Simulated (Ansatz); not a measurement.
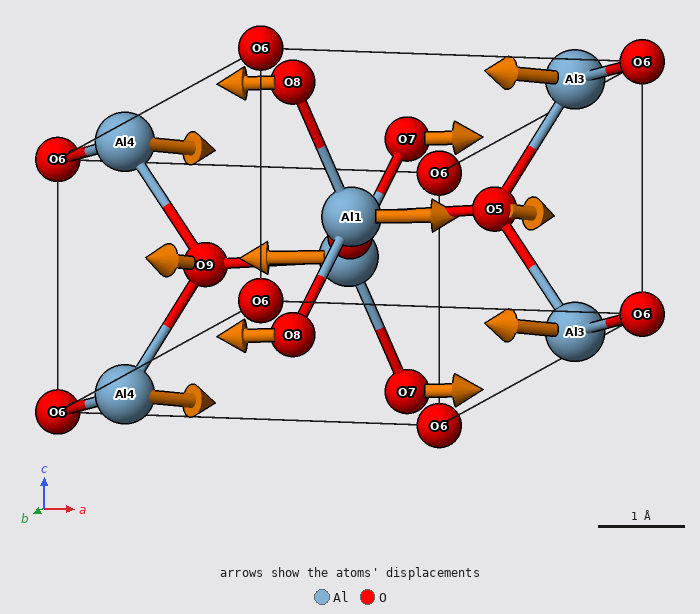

One vibrational mode of solid Al$_{2}$O$_{3}$ at the zone centre. Displacements are drawn as orange arrows; their common scale and sign are arbitrary. Style: ball-and-stick. Shown: the cell of the calculation, from a free direction.

Theory: Ansatz, DFT LDA, scalar-relativistic, plane waves, PAW. Set-up: plane-wave cutoff 420 eV; k-point mesh 6 × 4 × 8; occupations gaussian; smearing width 0.05 eV; no spin polarisation.

Frequencies are those without the non-analytic (LO–TO) term.

Q: What mode is this, and where does it lie in the spectrum?

A: This is the B₁g mode at 541 cm⁻¹, optical level 14 of 24, counted from below, Raman-active by symmetry. The O (2a) atoms stay at rest; atoms of one kind move against one another, with no net shift of any sublattice; the kinetic energy is shared as Al 78 %, O 22 %.
